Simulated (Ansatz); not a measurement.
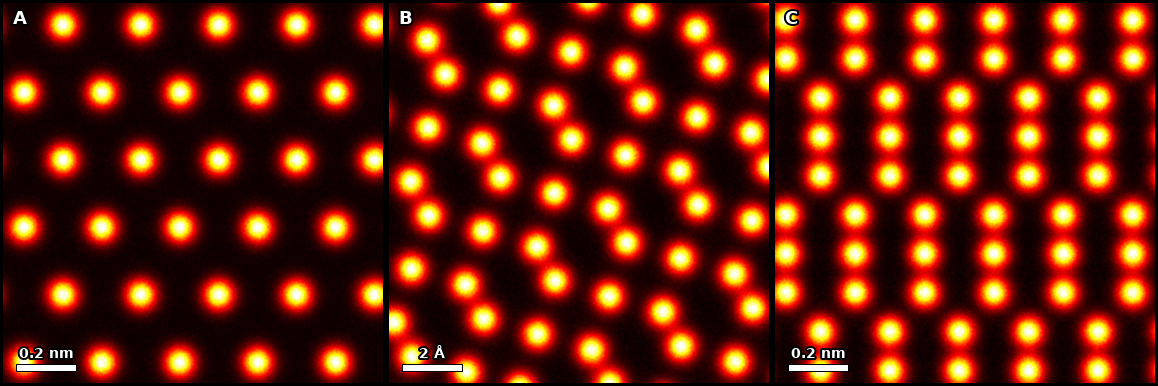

Three views of Ag (P6/mmm, No. 191) along different zone axes. The image is simulated as a sum over atoms of Z^1.6, blurred by a 0.80 Å probe (no channelling). The probe carries 25 % of its weight in a tail 2.5 times as wide. Shot noise was added. Model: coordinates from a relaxation with DFT, PBEsol, plane waves (420 eV) with PAW, scalar-relativistic in Ansatz 0.2.0; the starting structure was generated, so it need not be a known form of this composition.

Space group P6/mmm (No. 191). a = 4.616 Å, b = 4.616 Å, c = 2.766 Å, α = 90.00°, β = 90.00°, γ = 120.00°
| atom | site | symmetry | x | y | z |
| --- | --- | --- | --- | --- | --- |
| Ag | 1a | 6/mmm | 0.0000 | 0.0000 | 0.0000 |
| Ag | 2d | -6m2 | 0.3333 | 0.6667 | 0.5000 |

Q: Match the panels to the zone axes [001], [100] and [101].

A is [001]: projected cell 2.67 × 2.67 Å, 120°, plane group p6mm. B is [100]: projected cell 2.77 × 4.00 Å, 90°, plane group p2mm. C is [101]: projected cell 2.37 × 4.17 Å, 107°, plane group c2mm.
